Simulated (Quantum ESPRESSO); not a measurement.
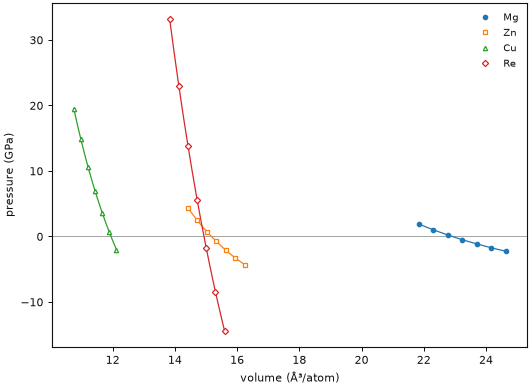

The figure shows the pressure against volume, with one curve for each element, for Cu, Mg, Re and Zn (all in space group P6_3/mmc (No. 194)).

Calculation (Quantum ESPRESSO 7.5): plane-wave DFT, no spin polarisation; energies at scaled volumes of the given cell, shape and fractions fixed, counted from the fit's minimum, third-order Birch-Murnaghan fit. Level: PBE.

| setting | value |
| --- | --- |
| occupations | Fermi–Dirac |
| smearing width | 0.05 eV |
| potentials | SSSP 1.3 efficiency PBE |
| wave cutoff | 748.3 eV |
| density cutoff | 5987 eV |

Settings that differ: Mg: k mesh 10×10×5; Zn: k mesh 11×11×6; Cu: k mesh 12×12×7; Re: k mesh 11×11×6.

> Order the curves by fitted equilibrium volume, smallest first.

Cu 11.992, Re 14.954, Zn 15.213, Mg 22.914 Å³/atom.

> Order the curves by fitted bulk modulus, smallest first.

Mg 36.0, Zn 74.2, Cu 139.9, Re 363.9 GPa.

Caveats: shape and atomic fractions are frozen while scaling, which makes layered, chain and framework solids too stiff.

The computed values:

Mg:
| volume (Å³/atom) | pressure (GPa) |
| --- | --- |
| 21.84 | 1.90 |
| 22.31 | 1.02 |
| 22.77 | 0.23 |
| 23.24 | −0.49 |
| 23.70 | −1.13 |
| 24.17 | −1.72 |
| 24.63 | −2.24 |

Zn:
| volume (Å³/atom) | pressure (GPa) |
| --- | --- |
| 14.41 | 4.42 |
| 14.72 | 2.48 |
| 15.02 | 0.76 |
| 15.33 | −0.75 |
| 15.64 | −2.10 |
| 15.94 | −3.28 |
| 16.25 | −4.31 |

Cu:
| volume (Å³/atom) | pressure (GPa) |
| --- | --- |
| 10.75 | 19.49 |
| 10.98 | 14.81 |
| 11.21 | 10.62 |
| 11.44 | 6.91 |
| 11.66 | 3.60 |
| 11.89 | 0.63 |
| 12.12 | −1.99 |

Re:
| volume (Å³/atom) | pressure (GPa) |
| --- | --- |
| 13.83 | 33.19 |
| 14.13 | 23.00 |
| 14.42 | 13.84 |
| 14.71 | 5.60 |
| 15.01 | −1.80 |
| 15.30 | −8.45 |
| 15.60 | −14.42 |
